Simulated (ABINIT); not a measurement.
**Optical-spectrum calculation of Eu (part 3 of 3)**

Eu (Im-3m, 1 atom in the cell); Kohn-Sham DFT of a periodic cell, PBE, PseudoDojo NC SR PBE v0.4 lanthanides 3+ (4f in core; v0.4.1 standard for the other elements), spin-polarised (ABINIT 10.8.3); cutoff 571.44 eV, 10×10×10 k-mesh, fermi-dirac of 0.136 eV, collinear spins. The structure derives from an entry of the Crystallography Open Database.

Geometry of the input (Å; fractional positions):
```
-2.3030  2.3030  2.3030
2.3030  -2.3030  2.3030
2.3030  2.3030  -2.3030
Eu 0.0000  0.0000  0.0000
```

What the program printed, continued:
```
           shiftk      5.00000000E-01  5.00000000E-01 -5.00000000E-01
          spgroup         229
           spinat      0.0000000000E+00  0.0000000000E+00  7.0000000000E+00
           tolvrs1     1.00000000E-12
           tolvrs2     0.00000000E+00
           tolvrs3     0.00000000E+00
           tolwfr1     0.00000000E+00
           tolwfr2     1.00000000E-12
           tolwfr3     0.00000000E+00
           tsmear      4.99790782E-03 Hartree
            typat      1
         wfk_task1          0
         wfk_task2          0
         wfk_task3          7
                       outvars : Printing only first  50 k-points.
            znucl       63.00000

================================================================================

 chkinp: Checking input parameters for consistency, jdtset=   1.

 chkinp: Checking input parameters for consistency, jdtset=   2.

 chkinp: Checking input parameters for consistency, jdtset=   3.

================================================================================
== DATASET  1 ==================================================================

--- !DatasetInfo
iteration_state: {dtset: 1, }
dimensions: {natom: 1, nkpt: 70, mband: 15, nsppol: 2, nspinor: 1, nspden: 2, mpw: 1532, }
cutoff_energies: {ecut:  21.0, pawecutdg:  -1.0, }
electrons: {nelect:   1.10000000E+01, charge:   0.00000000E+00, occopt:   3.00000000E+00, tsmear:   4.99790782E-03, }
meta: {optdriver: 0, ionmov: 0, optcell: 0, iscf: 7, paral_kgb: 0, }
...

 Exchange-correlation functional for the present dataset will be:
  GGA: Perdew-Burke-Ernzerhof functional - ixc=11
  J.P.Perdew, K.Burke, M.Ernzerhof, PRL 77, 3865 (1996)

 Real(R)+Recip(G) space primitive vectors, cartesian coordinates (Bohr,Bohr^-1):
 R(1)= -4.3520393  4.3520393  4.3520393  G(1)=  0.0000000  0.1148887  0.1148887
 R(2)=  4.3520393 -4.3520393  4.3520393  G(2)=  0.1148887  0.0000000  0.1148887
 R(3)=  4.3520393  4.3520393 -4.3520393  G(3)=  0.1148887  0.1148887  0.0000000
 Unit cell volume ucvol=  3.2971477E+02 bohr^3
 Angles (23,13,12)=  1.09471221E+02  1.09471221E+02  1.09471221E+02 degrees

 getcut: wavevector=  0.0000  0.0000  0.0000  ngfft=  32  32  32
         ecut(hartree)=     21.000   => boxcut(ratio)=   2.05990

--- Pseudopotential description ------------------------------------------------
- pspini: atom type   1  psp file is ./Eu.upf
  63.00000  11.00000  180302                  znucl, zion, pspdat
12 -101130 3 -1 1742                          pspcod,pspxc,lmax,lloc,mmax
     nproj     2     2     2     1

   3.19846593E+02                                ecore*ucvol(ha*bohr**3)
--------------------------------------------------------------------------------

================================================================================

--- !BeginCycle
iteration_state: {dtset: 1, }
solver: {iscf: 7, nstep: 80, nline: 4, wfoptalg: 0, }
tolerances: {tolvrs: 1.00E-12, }
...

     iter   Etot(hartree)      deltaE(h)  residm     vres2   difmagsph maxmagsph
 ETOT  1  -40.816615870575    -4.082E+01 6.061E-02 6.522E+01 5.107E-01 5.107E-01
 ETOT  2  -40.840112164971    -2.350E-02 1.849E-02 1.455E+01 2.089E-01 3.018E-01
 ETOT  3  -40.844222574418    -4.110E-03 2.336E-03 1.686E+00 1.156E-01 1.861E-01
 ETOT  4  -40.845312212659    -1.090E-03 2.624E-03 4.255E-01 8.278E-02 1.033E-01
 ETOT  5  -40.845560726748    -2.485E-04 2.143E-03 1.441E-01 4.079E-02 6.255E-02
 ETOT  6  -40.845652714288    -9.199E-05 1.069E-03 4.102E-02 3.030E-02 3.225E-02
 ETOT  7  -40.845679723614    -2.701E-05 1.409E-03 2.423E-03 2.244E-02 9.807E-03
 ETOT  8  -40.845681205376    -1.482E-06 2.459E-04 3.568E-04 4.492E-03 5.316E-03
 ETOT  9  -40.845681618211    -4.128E-07 2.717E-04 1.111E-04 2.576E-03 2.739E-03
 ETOT 10  -40.845681763032    -1.448E-07 6.897E-05 1.747E-05 2.103E-03 6.365E-04
 ETOT 11  -40.845681772971    -9.939E-09 8.653E-05 2.312E-07 6.146E-04 2.186E-05
 ETOT 12  -40.845681772987    -1.560E-11 4.709E-05 2.021E-08 5.709E-05 3.522E-05
 ETOT 13  -40.845681773014    -2.708E-11 5.863E-05 2.169E-09 2.899E-05 6.233E-06
 ETOT 14  -40.845681773015    -8.313E-13 2.885E-05 5.813E-11 8.472E-06 2.240E-06
 ETOT 15  -40.845681773015    -3.908E-13 3.671E-05 2.123E-12 1.601E-06 6.384E-07
 ETOT 16  -40.845681773015    -9.948E-14 1.814E-05 2.176E-13 3.766E-07 2.618E-07

 At SCF step   16       vres2   =  2.18E-13 < tolvrs=  1.00E-12 =>converged.

 Cartesian components of stress tensor (hartree/bohr^3)
  sigma(1 1)=  2.58568747E-04  sigma(3 2)=  0.00000000E+00
  sigma(2 2)=  2.58568747E-04  sigma(3 1)=  0.00000000E+00
  sigma(3 3)=  2.58568747E-04  sigma(2 1)=  0.00000000E+00

--- !ResultsGS
iteration_state: {dtset: 1, }
comment   : Summary of ground state results
lattice_vectors:
- [ -4.3520393,   4.3520393,   4.3520393, ]
- [  4.3520393,  -4.3520393,   4.3520393, ]
- [  4.3520393,   4.3520393,  -4.3520393, ]
lattice_lengths: [   7.53795,    7.53795,    7.53795, ]
lattice_angles: [109.471, 109.471, 109.471, ] # degrees, (23, 13, 12)
lattice_volume:   3.2971477E+02
convergence: {deltae: -9.948E-14, res2:  2.176E-13, residm:  1.814E-05, diffor: null, }
etotal    :  -4.08456818E+01
entropy   :   0.00000000E+00
fermie    :   1.51221533E-01
cartesian_stress_tensor: # hartree/bohr^3
- [  2.58568747E-04,   0.00000000E+00,   0.00000000E+00, ]
- [  0.00000000E+00,   2.58568747E-04,   0.00000000E+00, ]
- [  0.00000000E+00,   0.00000000E+00,   2.58568747E-04, ]
pressure_GPa:  -7.6074E+00
xred      :
- [  0.0000E+00,   0.0000E+00,   0.0000E+00, Eu]
cartesian_forces: # hartree/bohr
- [ -0.00000000E+00,  -0.00000000E+00,  -0.00000000E+00, ]
force_length_stats: {min:   0.00000000E+00, max:   0.00000000E+00, mean:   0.00000000E+00, }
...

 Integrated electronic and magnetization densities in atomic spheres:
 ------------------------------------------------------------------------------------------------------------
 Radius=ratsph(iatom), smearing ratsm=  0.0000. Diff(up-dn)=approximate z local magnetic moment.
    Atom    Radius    up_density   dn_density  Total(up+dn)  Diff(up-dn)
    1 Eu   2.00000     3.513784     3.513783      7.027567     0.000000
 ------------------------------------------------------------------------------------------------------------
  Sum:                 3.513784     3.513783      7.027567     0.000000
 Total magnetization (from the atomic spheres):                0.000000
 Total magnetization (exact up - dn):                          0.000001

================================================================================

 ----iterations are completed or convergence reached----

 Mean square residual over all n,k,spin=   29.370E-09; max=  18.136E-06
 reduced coordinates (array xred) for    1 atoms
       0.000000000000      0.000000000000      0.000000000000
 rms dE/dt=  0.0000E+00; max dE/dt=  0.0000E+00; dE/dt below (all hartree)
    1       0.000000000000      0.000000000000      0.000000000000

 cartesian coordinates (angstrom) at end:
    1      0.00000000000000     0.00000000000000     0.00000000000000

 cartesian forces (hartree/bohr) at end:
    1     -0.00000000000000    -0.00000000000000    -0.00000000000000
 frms,max,avg= 0.0000000E+00 0.0000000E+00   0.000E+00  0.000E+00  0.000E+00 h/b

 cartesian forces (eV/Angstrom) at end:
    1     -0.00000000000000    -0.00000000000000    -0.00000000000000
 frms,max,avg= 0.0000000E+00 0.0000000E+00   0.000E+00  0.000E+00  0.000E+00 e/A
 length scales=  1.000000000000  1.000000000000  1.000000000000 bohr
              =  0.529177210544  0.529177210544  0.529177210544 angstroms
 Fermi (or HOMO) energy (hartree) =   0.15122   Average Vxc (hartree)=  -0.30878
 Magnetization (Bohr magneton)=  1.43224295E-06
 Total spin up =  5.50000072E+00   Total spin down =  5.49999928E+00
 Eigenvalues (hartree) for nkpt=  70  k points, SPIN UP:
 kpt#   1, nband= 15, wtk=  0.00400, kpt= -0.0250 -0.0250  0.0750 (reduced coord)
  -1.45690   -0.65993   -0.65964   -0.65964    0.00717    0.19273    0.19273    0.19708
   0.24592    0.24592    0.47614    0.47960    0.47960    0.62364    0.62364
      occupation numbers for kpt#   1
   1.00000    1.00000    1.00000    1.00000    1.00000    0.00025    0.00025    0.00010
   0.00000    0.00000    0.00000    0.00000    0.00000    0.00000    0.00000
 prteigrs : prtvol=0 or 1, do not print more k-points.

 Eigenvalues (hartree) for nkpt=  70  k points, SPIN DOWN:
 kpt#   1, nband= 15, wtk=  0.00400, kpt= -0.0250 -0.0250  0.0750 (reduced coord)
  -1.45690   -0.65993   -0.65964   -0.65964    0.00717    0.19273    0.19273    0.19708
   0.24592    0.24592    0.47614    0.47960    0.47960    0.62364    0.62364
      occupation numbers for kpt#   1
   1.00000    1.00000    1.00000    1.00000    1.00000    0.00025    0.00025    0.00010
   0.00000    0.00000    0.00000    0.00000    0.00000    0.00000    0.00000
 prteigrs : prtvol=0 or 1, do not print more k-points.

--- !EnergyTerms
iteration_state     : {dtset: 1, }
comment             : Components of total free energy in Hartree
kinetic             :  9.46868210619931E+00
hartree             :  6.74780110792175E+00
xc                  : -1.00443616003811E+01
Ewald energy        : -2.52954546465089E+01
psp_core            :  9.70070554991795E-01
local_psp           : -2.47660270651060E+01
non_local_psp       :  2.08007965236821E+00
internal            : -4.08392098905149E+01
'-kT*entropy'       : -6.47188250052173E-03
total_energy        : -4.08456817730154E+01
total_energy_eV     : -1.11146762320595E+03
band_energy         : -6.55673479927316E+00
...

 Cartesian components of stress tensor (hartree/bohr^3)
  sigma(1 1)=  2.58568747E-04  sigma(3 2)=  0.00000000E+00
  sigma(2 2)=  2.58568747E-04  sigma(3 1)=  0.00000000E+00
  sigma(3 3)=  2.58568747E-04  sigma(2 1)=  0.00000000E+00

-Cartesian components of stress tensor (GPa)         [Pressure= -7.6074E+00 GPa]
- sigma(1 1)=  7.60735518E+00  sigma(3 2)=  0.00000000E+00
- sigma(2 2)=  7.60735518E+00  sigma(3 1)=  0.00000000E+00
- sigma(3 3)=  7.60735518E+00  sigma(2 1)=  0.00000000E+00

================================================================================
== DATASET  2 ==================================================================

--- !DatasetInfo
iteration_state: {dtset: 2, }
dimensions: {natom: 1, nkpt: 70, mband: 18, nsppol: 2, nspinor: 1, nspden: 2, mpw: 1532, }
cutoff_energies: {ecut:  21.0, pawecutdg:  -1.0, }
electrons: {nelect:   1.10000000E+01, charge:   0.00000000E+00, occopt:   3.00000000E+00, tsmear:   4.99790782E-03, }
meta: {optdriver: 0, ionmov: 0, optcell: 0, iscf: -3, paral_kgb: 0, }
...

 mkfilename : getden/=0, take file _DEN from output of DATASET   1.

 Exchange-correlation functional for the present dataset will be:
  GGA: Perdew-Burke-Ernzerhof functional - ixc=11
  J.P.Perdew, K.Burke, M.Ernzerhof, PRL 77, 3865 (1996)

 Real(R)+Recip(G) space primitive vectors, cartesian coordinates (Bohr,Bohr^-1):
 R(1)= -4.3520393  4.3520393  4.3520393  G(1)=  0.0000000  0.1148887  0.1148887
 R(2)=  4.3520393 -4.3520393  4.3520393  G(2)=  0.1148887  0.0000000  0.1148887
 R(3)=  4.3520393  4.3520393 -4.3520393  G(3)=  0.1148887  0.1148887  0.0000000
 Unit cell volume ucvol=  3.2971477E+02 bohr^3
 Angles (23,13,12)=  1.09471221E+02  1.09471221E+02  1.09471221E+02 degrees

 getcut: wavevector=  0.0000  0.0000  0.0000  ngfft=  32  32  32
         ecut(hartree)=     21.000   => boxcut(ratio)=   2.05990
--------------------------------------------------------------------------------

================================================================================

--- !BeginCycle
iteration_state: {dtset: 2, }
solver: {iscf: -3, nstep: 120, nline: 4, wfoptalg: 0, }
tolerances: {tolwfr: 1.00E-12, }
...

     iter   Etot(hartree)      deltaE(h)  residm     vres2   difmagsph maxmagsph

 SPIN UP channel
 Non-SCF case, kpt    1 ( -0.02500 -0.02500  0.07500), residuals and eigenvalues=
  8.05E-13  2.45E-13  2.48E-13  1.36E-13  2.56E-13  2.94E-13  4.58E-13  1.69E-13
  1.75E-13  4.82E-13  5.10E-13  5.38E-13  4.00E-13  5.89E-13  9.83E-13  4.47E-13
  3.17E-11  1.20E-10
 -1.4569E+00 -6.5993E-01 -6.5964E-01 -6.5964E-01  7.1674E-03  1.9273E-01
  1.9273E-01  1.9708E-01  2.4592E-01  2.4592E-01  4.7614E-01  4.7960E-01
  4.7960E-01  6.2364E-01  6.2364E-01  6.3577E-01  6.9262E-01  6.9262E-01
 prteigrs : prtvol=0 or 1, do not print more k-points.

 SPIN DOWN channel
 Non-SCF case, kpt    1 ( -0.02500 -0.02500  0.07500), residuals and eigenvalues=
  8.05E-13  2.45E-13  2.47E-13  1.36E-13  2.56E-13  2.94E-13  4.58E-13  1.69E-13
  1.75E-13  4.82E-13  5.10E-13  5.39E-13  4.00E-13  5.89E-13  9.83E-13  4.47E-13
  3.17E-11  1.20E-10
 -1.4569E+00 -6.5993E-01 -6.5964E-01 -6.5964E-01  7.1675E-03  1.9273E-01
  1.9273E-01  1.9708E-01  2.4592E-01  2.4592E-01  4.7614E-01  4.7960E-01
  4.7960E-01  6.2364E-01  6.2364E-01  6.3577E-01  6.9262E-01  6.9262E-01
 prteigrs : prtvol=0 or 1, do not print more k-points.

--- !ResultsGS
iteration_state: {dtset: 2, }
comment   : Summary of ground state results
lattice_vectors:
- [ -4.3520393,   4.3520393,   4.3520393, ]
- [  4.3520393,  -4.3520393,   4.3520393, ]
- [  4.3520393,   4.3520393,  -4.3520393, ]
lattice_lengths: [   7.53795,    7.53795,    7.53795, ]
lattice_angles: [109.471, 109.471, 109.471, ] # degrees, (23, 13, 12)
lattice_volume:   3.2971477E+02
convergence: {deltae:  0.000E+00, res2:  0.000E+00, residm:  9.976E-13, diffor:  0.000E+00, }
etotal    :  -4.08456818E+01
entropy   :   0.00000000E+00
fermie    :   1.51221533E-01
cartesian_stress_tensor: null
pressure_GPa: null
xred      :
- [  0.0000E+00,   0.0000E+00,   0.0000E+00, Eu]
cartesian_forces: null
force_length_stats: {min: null, max: null, mean: null, }
...

 Integrated electronic and magnetization densities in atomic spheres:
 ------------------------------------------------------------------------------------------------------------
 Radius=ratsph(iatom), smearing ratsm=  0.0000. Diff(up-dn)=approximate z local magnetic moment.
    Atom    Radius    up_density   dn_density  Total(up+dn)  Diff(up-dn)
    1 Eu   2.00000     3.513784     3.513783      7.027567     0.000000
 ------------------------------------------------------------------------------------------------------------
  Sum:                 3.513784     3.513783      7.027567     0.000000
 Total magnetization (from the atomic spheres):                0.000000
 Total magnetization (exact up - dn):                          0.000001

================================================================================

 ----iterations are completed or convergence reached----

 Mean square residual over all n,k,spin=   41.393E-14; max=  99.760E-14
 reduced coordinates (array xred) for    1 atoms
       0.000000000000      0.000000000000      0.000000000000

 cartesian coordinates (angstrom) at end:
    1      0.00000000000000     0.00000000000000     0.00000000000000
 length scales=  1.000000000000  1.000000000000  1.000000000000 bohr
              =  0.529177210544  0.529177210544  0.529177210544 angstroms
 Eigenvalues (hartree) for nkpt=  70  k points, SPIN UP:
 kpt#   1, nband= 18, wtk=  0.00400, kpt= -0.0250 -0.0250  0.0750 (reduced coord)
  -1.45690   -0.65993   -0.65964   -0.65964    0.00717    0.19273    0.19273    0.19708
   0.24592    0.24592    0.47614    0.47960    0.47960    0.62364    0.62364    0.63577
   0.69262    0.69262
      occupation numbers for kpt#   1
   1.00000    1.00000    1.00000    1.00000    1.00000    0.00025    0.00025    0.00010
   0.00000    0.00000    0.00000    0.00000    0.00000    0.00000    0.00000    0.00000
   0.00000    0.00000
 prteigrs : prtvol=0 or 1, do not print more k-points.

 Eigenvalues (hartree) for nkpt=  70  k points, SPIN DOWN:
 kpt#   1, nband= 18, wtk=  0.00400, kpt= -0.0250 -0.0250  0.0750 (reduced coord)
  -1.45690   -0.65993   -0.65964   -0.65964    0.00717    0.19273    0.19273    0.19708
   0.24592    0.24592    0.47614    0.47960    0.47960    0.62364    0.62364    0.63577
   0.69262    0.69262
      occupation numbers for kpt#   1
   1.00000    1.00000    1.00000    1.00000    1.00000    0.00025    0.00025    0.00010
   0.00000    0.00000    0.00000    0.00000    0.00000    0.00000    0.00000    0.00000
   0.00000    0.00000
 prteigrs : prtvol=0 or 1, do not print more k-points.

--- !EnergyTerms
iteration_state     : {dtset: 2, }
comment             : Components of total free energy in Hartree
kinetic             :  9.46868215636778E+00
hartree             :  6.74780110792175E+00
xc                  : -1.00443616003811E+01
Ewald energy        : -2.52954546465089E+01
psp_core            :  9.70070554991795E-01
local_psp           : -2.47660270651060E+01
non_local_psp       :  2.08007966952904E+00
internal            : -4.08392098231856E+01
'-kT*entropy'       : -6.47188249589980E-03
total_energy        : -4.08456817056815E+01
...

--- !EnergyTermsDC
iteration_state     : {dtset: 2, }
comment             : '"Double-counting" decomposition of free energy'
band_energy         : -6.55673479963263E+00
Ewald energy        : -2.52954546465089E+01
psp_core            :  9.70070554991795E-01
xc_dc               : -9.95709099937195E+00
internal            : -4.08392098905217E+01
'-kT*entropy'       : -6.47188249589980E-03
total_energy_dc     : -4.08456817730176E+01
...

================================================================================
== DATASET  3 ==================================================================

--- !DatasetInfo
iteration_state: {dtset: 3, }
dimensions: {natom: 1, nkpt: 70, mband: 14, nsppol: 2, nspinor: 1, nspden: 2, mpw: 1532, }
cutoff_energies: {ecut:  21.0, pawecutdg:  -1.0, }
electrons: {nelect:   1.10000000E+01, charge:   0.00000000E+00, occopt:   3.00000000E+00, tsmear:   4.99790782E-03, }
meta: {optdriver: 8, wfk_task: 7, }
...

 mkfilename : getwfk/=0, take file _WFK from output of DATASET   2.

 Exchange-correlation functional for the present dataset will be:
  GGA: Perdew-Burke-Ernzerhof functional - ixc=11
  J.P.Perdew, K.Burke, M.Ernzerhof, PRL 77, 3865 (1996)

--------------------------------------------------------------------------------

 Computation of velocity matrix elements (DDK)

 Parameters extracted from the Abinit header:
    ecut:     21.0
    nkpt:    2000
    mband:   18
    nsppol:  2
    nspinor: 1
    useylm:  0
    inclvkb: 2
    bmin: 1, bmax: 18
    Computing diagonal and off-diagonal matrix elements
    Between band index bmin: 1, bmax: 18

== END DATASET(S) ==============================================================
================================================================================

 -outvars: echo values of variables after computation  --------
            acell      1.0000000000E+00  1.0000000000E+00  1.0000000000E+00 Bohr
           etotal1    -4.0845681773E+01
           etotal2    -4.0845681773E+01
           etotal3     0.0000000000E+00
            fcart1    -0.0000000000E+00 -0.0000000000E+00 -0.0000000000E+00
            fcart3     0.0000000000E+00  0.0000000000E+00  0.0000000000E+00
            rprim     -4.3520392650E+00  4.3520392650E+00  4.3520392650E+00
                       4.3520392650E+00 -4.3520392650E+00  4.3520392650E+00
                       4.3520392650E+00  4.3520392650E+00 -4.3520392650E+00
           strten1     2.5856874711E-04  2.5856874711E-04  2.5856874711E-04
                       0.0000000000E+00  0.0000000000E+00  0.0000000000E+00
           strten3     0.0000000000E+00  0.0000000000E+00  0.0000000000E+00
                       0.0000000000E+00  0.0000000000E+00  0.0000000000E+00
 Calculation completed.
```

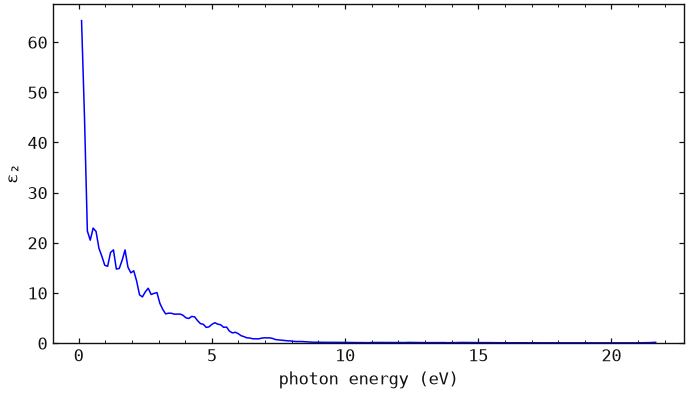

Figure 1. Imaginary part of the dielectric function (first component that the program prints). The highest peak, 64.3, lies at 0.11 eV.

Results in brief:

```tsv
quantity	value
outcome	converged
space group (tolerance 0.01 Å)	Im-3m (229)
electrons treated	11
free energy	−1111.4676 eV
Fermi energy of the self-consistent step	4.115 eV
net moment of the cell	0.00 μB
pressure	−7.61 GPa
largest force (length of the vector)	under 0.001 eV/Å
wall time	4.5 min
peak memory	1.9 GiB
```

Remarks:

Points of doubt noted for this run: cutoff too low for stress; no intraband term. The cell is under a tension of 7.6 GPa at this level, so it is not at its equilibrium volume.
